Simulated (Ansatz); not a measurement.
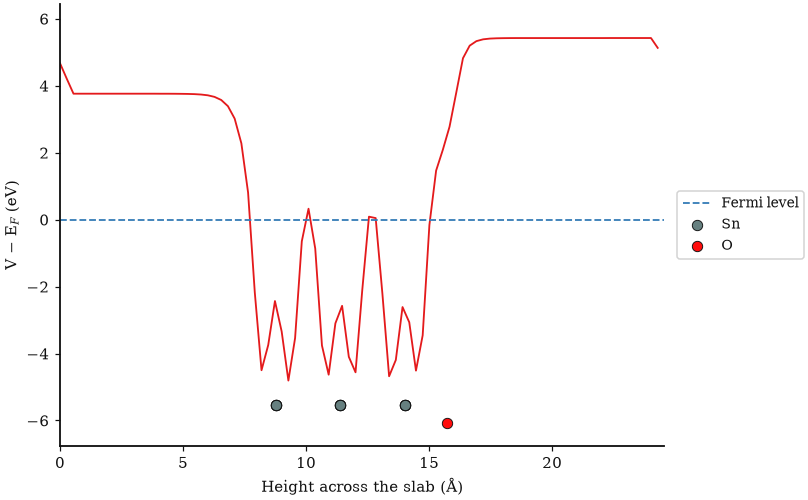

Describe the figure.

Plane-averaged electrostatic potential energy of an electron across the slab; circles at the bottom mark the heights of the atoms (positions after relaxation). System: a (101) slab cut from Sn (I4/mmm), of composition Sn$_{12}$O (not the bulk's), ended by Sn planes, 13 atoms in the cell. Computed with Ansatz 0.2.0: DFT PBE, scalar-relativistic, plane waves, PAW, no spin polarisation, 5×5×1 k mesh, 420 eV cutoff, Gaussian smearing of 0.1 eV.

The work function is 5.42 eV at the right face and 3.76 eV at the left. The vacuum level is 1.66 eV higher at the right than at the left, so the slab carries a dipole along its normal; the ramp in the vacuum, at or near the edge of the plot, is the dipole correction that keeps each side flat. Some atoms were held fixed in the relaxation, which can itself make the faces differ. The outermost atoms are 6.9 Å apart, which leaves 17.6 Å of vacuum in a cell 24.6 Å high.
